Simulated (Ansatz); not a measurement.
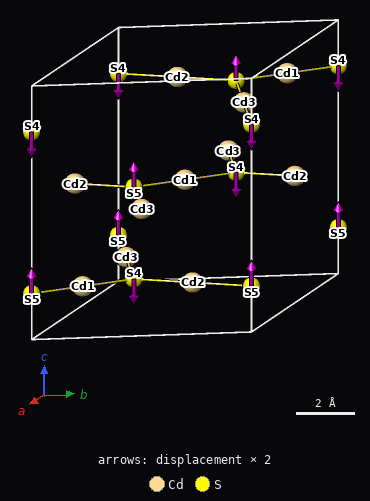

A relaxation of crystalline Cd₃S₂ (a generated structure, set up in R-3m) (coarse preliminary run). The starting structure is drawn; purple arrows show the displacements (the part carried along by the change of the cell is left out), magnified 2 times.

Style: ball-and-stick. Shown: the conventional cell (3 times the calculation's cell), slightly off an axis. Lengths and directions refer to the drawn axes.

Computed with DFT PBE, scalar-relativistic, plane waves, PAW (Ansatz). Set-up: plane-wave cutoff 420 eV; k-point mesh 3 × 3 × 3; occupations gaussian; smearing width 0.1 eV; no spin polarisation; cell and atoms relaxed; force threshold 0.04 eV/Å; at most 70 steps.

Q: Which element moves most?

A: Sulfur: up to 0.48 Å, against 0.00 Å for cadmium.

Q: Describe the change and its energy.

A: Over 3 accepted moves (4 points after the start) the energy falls by 2.057 eV per cell of the calculation. The largest force component goes from 1 to 0.029 eV/Å. Pressure: 13.13 GPa at the start and −0.21 GPa at the end. At 1 point the geometry stayed and the basis and grid were re-selected for the new cell (energy shift of 5.8 meV per cell of the calculation at most each time). The largest moves relative to the cell, 0.48 Å, are those of S4 and S5. S5 goes along +c. Cd stays in place. The volume changes by +20.3 %, with a = b 7.724 → 8.412 Å (+8.9 %), c 9.230 → 9.359 Å (+1.4 %). Near-neighbour distances that change, for instance: Cd1–S4 2.234 → 2.506 Å. Bond angles that change, for instance: Cd1–S4–Cd2 119.6° → 114.1°. The space group stays R-3m (No. 166).
